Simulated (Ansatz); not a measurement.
# GW calculation of MgO

- system: MgO (P6₃/mmc, 4 atoms in the cell)
- method: G0W0 on PBE, plane waves, PAW, no spin polarisation (Ansatz 0.2.0)

The structure was built on a prototype by a generator. The geometry comes from this level: r2SCAN. It belongs to a series of runs on one base structure; here: bands and screening cutoff. Figures and captions count atoms from 1; the log counts them from 0 in places.

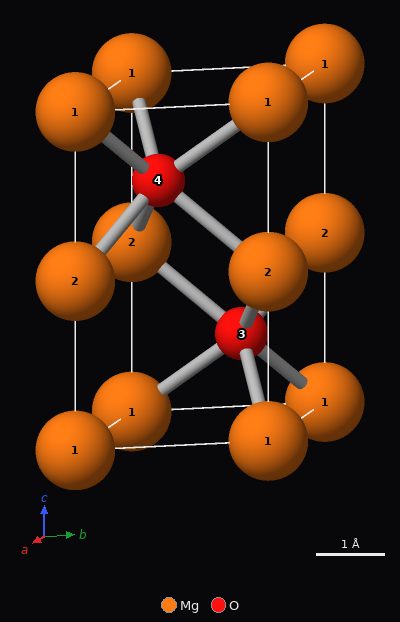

**Figure 1.** The structure (ball-and-stick view of the cell of the calculation, seen slightly off an axis; atoms are numbered from 1 in the order of the input). Near neighbours in the crystal (not all of them lie inside the picture): Mg has 6 O at 2.11 Å; O has 6 Mg at 2.11 Å.

**Key numbers**

```json
{"quantity": "outcome", "value": "converged"}
{"quantity": "space group (tolerance 0.01 Å)", "value": "P6₃/mmc (194)"}
{"quantity": "electrons treated", "value": "32"}
{"quantity": "free energy", "value": "−4987.6568 eV"}
{"quantity": "Fermi energy", "value": "8.204 eV"}
{"quantity": "gap on the k-point mesh", "value": "4.47 eV"}
{"quantity": "quasiparticle gap on the mesh", "value": "6.82 eV"}
{"quantity": "hardware", "value": "2 threads of an x86-64 CPU, shared host"}
{"quantity": "wall time", "value": "3.8 min (CPU time 4 min)"}
{"quantity": "peak memory", "value": "0.42 GiB"}
```

**Notes**

The GW levels are not extrapolated in basis or mesh.

**Input**
```yaml
crystal:
  lattice:
    - [2.9230552963, 0.0, 0.0]
    - [-1.4615276482, 2.5314401432, 0.0]
    - [0.0, 0.0, 5.0921016484]
  atoms:
    - { symbol: Mg, position: [0.0, 0.0, 0.0] }
    - { symbol: Mg, position: [0.0, 0.0, 0.5] }
    - { symbol: O, position: [0.3333333333, 0.6666666667, 0.25] }
    - { symbol: O, position: [0.6666666667, 0.3333333333, 0.75] }
kpoints:
  mp_grid: { grid: [6, 6, 4] }
hamiltonian:
  xc: pbe
scf:
  occupations: { method: fixed }
gw:
  n_empty_bands: 141
  ecut_chi: 140
  qp_bands: [v2, c2]
  qp_kpoints: band_edges
  screening: { model: contour_deformation }
```

Run as:
```bash
ansatz run input.yaml --threads 2 --pin off --max-ram 3686MiB --backend cpu --events-out ev --progress --plain --runs-dir out
```

**What the program printed**
```
Engine: ansatz 0.2.0, x86_64-unknown-linux-gnu
Pseudopotentials: kind: paw
Pseudopotential: Mg, paw, valence charge 10, recommended cutoff 420 eV (normal), Mg.paw.azcp
Pseudopotential: O, paw, valence charge 6, recommended cutoff 420 eV (normal), O.paw.azcp
Functional definition: PBE
  parameter kappa = 0.804
  parameter beta = 0.06672455060314922
  exchange = pbe_x(kappa = kappa, mu = beta*pi^2/3)
  correlation = pbe_c(beta = beta)
Crystal: 4 atoms, lattice volume = 37.679 Å³
Basis set: ecut = 420 eV, 713 PW (Γ)
Bands: 20, of which v1, the nominal top of the filled ones, is band 16 counted from 1 (15 counted from 0)
Symmetry: 24 space group operations
Space group: P63/mmc (ITA 194), of the structure as read, at distance tolerance 3.4e-5 Å
k-points: 21 of 144
Non-local potential: Mg, projectors of the file, l = 0: 3, l = 1: 2, l = 2: 1
Non-local potential: O, projectors of the file, l = 0: 2, l = 1: 2, l = 2: 1
PAW form: soft (Blöchl's): semilocal exchange-correlation on the pseudo side does not see the compensation charge
PAW one-centre angular grid: Mg, 110 points (default); XC on 64 Gauss nodes
PAW one-centre angular grid: O, 110 points (default); XC on 64 Gauss nodes
Initial density: superposition of atomic densities (neutral atoms: chi_scale 0, normalization atom), corrected by the library's trained network
Initial wavefunctions: pseudopotential atomic-orbital guess
Functional: x = pbe(κ = 0.804, μ = 0.2195149727645171), c = pbe(β = 0.06672455060314922)
SCF iter   1: F=—  HF=-4987.656973 eV  |F-HF|=—  |Δ(HF+E_count)|=         —  Δρ=1.85e-3  dr2=8.41e-4  ethr=1.77e-3  ⟨swp⟩=4.7  Hψ=1746  notcnv=0  defer=38
preconditioner: auto → none  [insulator: Δε(μ)=4.456 eV  Ē_g=15.852 eV  n_scr=10 (ndim 8)  ℏωp=24.2 eV  f_vac=0.000  ε∞_Penn≈3.3]
SCF iter   2: F=—  HF=-4987.656784 eV  |F-HF|=—  |Δ(HF+E_count)|=   1.89e-4  Δρ=9.16e-4  dr2=1.49e-4  ethr=2.63e-6  ⟨swp⟩=2.0  Hψ=798  notcnv=0  defer=42
SCF iter   3: F=—  HF=-4987.656797 eV  |F-HF|=—  |Δ(HF+E_count)|=   1.36e-5  Δρ=3.74e-4  dr2=1.47e-5  ethr=4.64e-7  ⟨swp⟩=2.0  Hψ=569  notcnv=0  defer=39
SCF iter   4: F=—  HF=-4987.656845 eV  |F-HF|=—  |Δ(HF+E_count)|=   4.78e-5  Δρ=4.64e-5  dr2=2.30e-7  ethr=4.61e-8  ⟨swp⟩=2.0  Hψ=574  notcnv=0  defer=10
iter 5 did not close the SCF: its close was put off for the readings that it lacked (scf_convergence_deferred on its scf_iter line)
SCF iter   5: F=-4987.656846 eV  HF=-4987.656846 eV  |F-HF|=1.06e-8  |Δ(HF+E_count)|=   5.45e-7  Δρ=1.44e-5  dr2=2.77e-8  ethr=7.19e-10  ⟨swp⟩=2.9  Hψ=811  notcnv=0  defer=13
SCF iter   6: F=-4987.656846 eV  HF=-4987.656846 eV  |F-HF|=2.46e-9  |Δ(HF+E_count)|=   2.56e-8  Δρ=3.28e-6  dr2=2.55e-9  ethr=8.65e-11  ⟨swp⟩=3.1  Hψ=1645  notcnv=0
SCF 1 converged in 6 iterations: F = -4987.656846 eV  dr2 = 2.55e-9
  greatest PAW one-centre occupation: 1.000 electrons in one spin orbital (limit 2), on the Mg atom at site 1 (counted from 0), in its partial waves of l = 0
NSCF: frozen V_eff on 21 k-points
G₀W₀ screening: q 1/21
G₀W₀ screening: q 2/21 (q-point 17)
G₀W₀ screening: q 3/21 (q-point 5)
G₀W₀ screening: q 4/21 (q-point 8)
G₀W₀ screening: q 5/21 (q-point 14)
G₀W₀ screening: q 6/21 (q-point 16)
G₀W₀ screening: q 7/21 (q-point 18)
G₀W₀ screening: q 8/21 (q-point 4)
G₀W₀ screening: q 9/21 (q-point 6)
G₀W₀ screening: q 10/21 (q-point 7)
G₀W₀ screening: q 11/21 (q-point 9)
G₀W₀ screening: q 12/21 (q-point 11)
G₀W₀ screening: q 13/21
G₀W₀ screening: q 14/21 (q-point 15)
G₀W₀ screening: q 15/21 (q-point 20)
G₀W₀ screening: q 16/21 (q-point 10)
G₀W₀ screening: q 17/21 (q-point 12)
G₀W₀ screening: q 18/21 (q-point 2)
G₀W₀ screening: q 19/21
G₀W₀ screening: q 20/21 (q-point 21)
G₀W₀ screening: q 21/21 (q-point 3)
G₀W₀ self-energy: k 1/12
G₀W₀ self-energy: k 2/12
G₀W₀ self-energy: k 3/12
G₀W₀ self-energy: k 4/12
G₀W₀ self-energy: k 5/12
G₀W₀ self-energy: k 6/12
G₀W₀ self-energy: k 7/12
G₀W₀ self-energy: k 8/12
G₀W₀ self-energy: k 9/12
G₀W₀ self-energy: k 10/12
G₀W₀ self-energy: k 11/12
G₀W₀ self-energy: k 12/12
SCF converged after 6 iterations
Free energy (F): -4987.656846 eV
Harris-Foulkes:  -4987.656846 eV  (|F-HF|=2.46e-9)
Internal energy: -4987.656846 eV  (E = F + TS)
E sigma→0 (E₀):  -4987.656846 eV
Fermi energy:    8.203711 eV
--- Per-component energies (eV) ---
  E_band       = -591.167076
  E_kinetic    = 511.321422
  E_local      = -3240.990391  (includes V_loc(G=0)·N_el)
  E_nonlocal   = 285.710460
  E_hartree    = 1123.663645
  E_xc         = -210.506097
  E_vxc        = -269.762621  (∫ρ·V_xc dr)
  E_paw        = -899.955230  (= ΣΔE_a)
  E_vpaw       = -124.780363  (= ΣTr[D̂ρ^β])
  E_aug_tail   = 0.005064  (compensation charges beyond the density's cutoff)
  E_ewald      = -2556.905719
  E_smearing   = -0.000000  (= −TS)
  E_closure    = 0.000000  (closes the sum)
  Σ components = -4987.656846   (vs F -4987.656846, Δ=0.00e0)
--- Band table (eV; the first three rows and the last of 21) ---
  k-point 0: bands = ["-64.4768", "-64.4563", "-31.3464", "-31.1919", "-31.1919", "-31.1729", "-31.1729", "-31.1562", "-9.1659", "-8.0245", "3.2626", "7.6862", "7.6862", "7.6997", "8.2037", "8.2037", "12.6737", "16.3543", "19.9637", "21.2033"]
  k-point 1: bands = ["-64.4738", "-64.4593", "-31.3188", "-31.1891", "-31.1891", "-31.1843", "-31.1757", "-31.1757", "-9.0186", "-8.2157", "3.7777", "6.7708", "7.7585", "7.7585", "8.1241", "8.1241", "13.5813", "16.1101", "19.8891", "20.8406"]
  k-point 2: bands = ["-64.4665", "-64.4665", "-31.2518", "-31.2518", "-31.1824", "-31.1824", "-31.1824", "-31.1824", "-8.6386", "-8.6386", "5.1184", "5.1184", "7.9382", "7.9382", "7.9382", "7.9382", "15.1164", "15.1164", "20.1566", "20.1566"]
  k-point 20: bands = ["-64.4584", "-64.4584", "-31.2351", "-31.2351", "-31.2346", "-31.2346", "-31.2323", "-31.2323", "-7.6139", "-7.6139", "4.6651", "4.6651", "5.2109", "5.2109", "7.0632", "7.0632", "17.9517", "17.9517", "20.2660", "20.2660"]
--- G₀W₀: contour deformation, 6 samples at zero and on the imaginary axis and 2 off it, 144 q-points, 141 empty bands' worth ---
  eigenvalues of the whole cell's RPA ε∞ on this k-mesh (on a slab, of 1 + 4πα/V) = 3.0420, 3.0420, 3.0893; static W/v taken at q = 0 is 0.327434
  bands read: the sum over 157 bands ends inside a degenerate multiplet in 8 slots, whose members it reads at an even weight; the widest, k=2: bands 155 to 158 (counted from 1) at 3/4 each
  gw.qp_kpoints: band_edges: 12 of 21 stored k-points solved, in 1 pass; an edge of the gap read off the rows below is read off those points alone
    valence top: of the k-points left out ik 7 came nearest to being solved in a further pass, in band 16 (counted from 1, as in the quasiparticle table): it holds the edge there only if its correction is more favourable than any solved in that band by at least 0.631 eV; those differ by 0.183 eV
    conduction bottom: of the k-points left out ik 12 came nearest to being solved in a further pass, in band 17 (counted from 1, as in the quasiparticle table): it holds the edge there only if its correction is more favourable than any solved in that band by at least 2.863 eV; those differ by 0.381 eV
    ik  band        ε_KS         Σx   Σc(E_QP)       V_xc       Z   E_QP_lin       E_QP  E_QP is
     0    15      8.2037   -26.5188     4.2348   -20.9959  0.7894     6.9002     6.9156  root
     0    16      8.2037   -26.5188     4.2348   -20.9959  0.7894     6.9002     6.9156  root
     0    17     12.6737   -10.0357    -3.6367   -14.7378  0.8466    13.7454    13.7391  root
     0    18     16.3543    -7.4021    -4.1744   -12.6476  0.8471    17.4334    17.4253  root
     1    15      8.1241   -26.4360     4.2532   -20.8777  0.7891     6.8030     6.8191  root
     1    16      8.1241   -26.4360     4.2532   -20.8777  0.7891     6.8030     6.8191  root
     1    17     13.5813   -10.9116    -3.6190   -15.6987  0.8394    14.7575    14.7495  root
     1    18     16.1101    -8.5309    -4.1508   -13.8635  0.8412    17.3020    17.2919  root
     2    15      7.9382   -26.2444     4.2939   -20.6063  0.7883     6.5766     6.5941  root
     2    16      7.9382   -26.2444     4.2939   -20.6063  0.7883     6.5766     6.5941  root
     2    17     15.1164   -10.5347    -3.9330   -15.7607  0.8345    16.4209    16.4094  root
     2    18     15.1164   -10.5347    -3.9330   -15.7607  0.8345    16.4209    16.4094  root
     3    15      7.5790   -25.9837     4.1643   -20.4670  0.7896     6.2091     6.2266  root
     3    16      8.0123   -26.3296     4.2739   -20.7302  0.7887     6.6700     6.6868  root
     3    17     13.9872   -10.8734    -3.6266   -15.6828  0.8378    15.1786    15.1701  root
     3    18     17.5372    -7.9377    -4.2851   -13.4248  0.8378    18.7506    18.7393  root
     4    15      7.5656   -25.9397     4.3578   -20.1676  0.7871     6.1310     6.1513  root
     4    16      7.9324   -26.2555     4.2894   -20.6235  0.7884     6.5724     6.5899  root
     4    17     14.6320   -11.0977    -3.7424   -16.1130  0.8338    15.9154    15.9048  root
     4    18     17.2008    -9.4197    -4.2974   -15.0756  0.8301    18.5743    18.5592  root
     5    15      7.7451   -26.0895     4.3246   -20.3846  0.7877     6.3460     6.3649  root
     5    16      7.7451   -26.0895     4.3246   -20.3846  0.7877     6.3460     6.3649  root
     5    17     16.0177   -10.9620    -4.0684   -16.4481  0.8274    17.4509    17.4355  root
     5    18     16.0177   -10.9620    -4.0684   -16.4481  0.8274    17.4509    17.4355  root
     6    15      7.1559   -25.4928     4.2271   -19.8287  0.7883     5.6982     5.7191  root
     6    16      7.6532   -26.0132     4.3481   -20.2732  0.7872     6.2420     6.2614  root
     6    17     15.8620    -9.5274    -4.0523   -14.8394  0.8350    17.1334    17.1217  root
     6    18     18.2603    -5.4201    -4.3654   -10.8015  0.8488    19.2841    19.2764  root
     8    15      7.3865   -25.8408     4.3868   -20.0108  0.7865     5.9216     5.9433  root
     8    16      7.3865   -25.8408     4.3868   -20.0108  0.7865     5.9216     5.9433  root
     8    17     16.8975    -9.0347    -4.2789   -14.6399  0.8343    18.2378    18.2238  root
     8    18     16.8975    -9.0347    -4.2789   -14.6399  0.8343    18.2378    18.2238  root
     9    15      6.9742   -25.6329     4.4521   -19.6653  0.7852     5.4339     5.4587  root
     9    16      7.4845   -25.8771     4.3820   -20.0737  0.7864     6.0425     6.0632  root
     9    17     16.6892    -7.7672    -4.2195   -13.1294  0.8409    17.8417    17.8318  root
     9    18     17.8100    -4.7797    -4.3040   -10.0161  0.8551    18.7484    18.7424  root
    10    15      7.0438   -25.6614     4.4417   -19.7170  0.7854     5.5169     5.5412  root
    10    16      7.4045   -25.8323     4.3919   -20.0039  0.7863     5.9467     5.9681  root
    10    17     16.4333    -7.1279    -4.2184   -12.4296  0.8479    17.5250    17.5166  root
    10    18     17.9739    -6.4224    -4.3795   -11.9276  0.8465    19.1092    19.0996  root
    11    15      7.2194   -25.7383     4.4167   -19.8504  0.7859     5.7254     5.7481  root
    11    16      7.2194   -25.7383     4.4167   -19.8504  0.7859     5.7254     5.7481  root
    11    17     16.9146    -7.3007    -4.2836   -12.7283  0.8459    18.0683    18.0587  root
    11    18     16.9146    -7.3007    -4.2836   -12.7283  0.8459    18.0683    18.0587  root
    20    15      7.0632   -25.5333     4.3322   -19.7377  0.7866     5.5777     5.5999  root
    20    16      7.0632   -25.5333     4.3322   -19.7377  0.7866     5.5777     5.5999  root
    20    17     17.9517    -5.8339    -4.4099   -11.2811  0.8459    18.9975    18.9889  root
    20    18     17.9517    -5.8339    -4.4099   -11.2811  0.8459    18.9975    18.9889  root
```

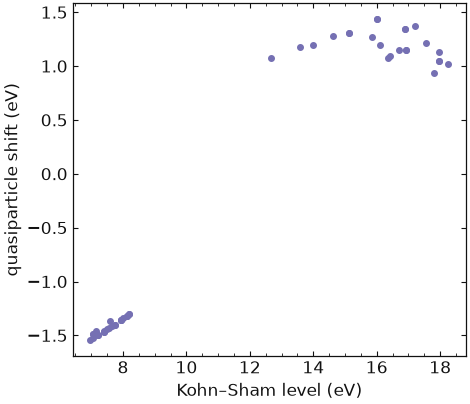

**Figure 2.** Quasiparticle corrections (linearised) against the Kohn–Sham levels, for the bands and k-points computed. On this mesh the gap goes from 4.47 to 6.82 eV.

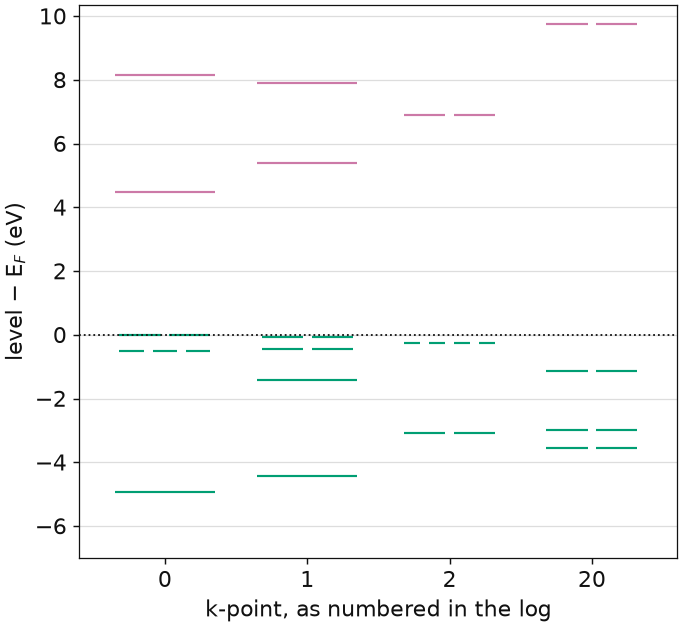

**Figure 3.** Kohn–Sham levels near the Fermi level (dotted) at the few k-points that the log prints; levels within 0.02 eV of each other stand side by side. Among these points the highest filled and lowest empty levels are 4.47 eV apart, which is the gap on the mesh.
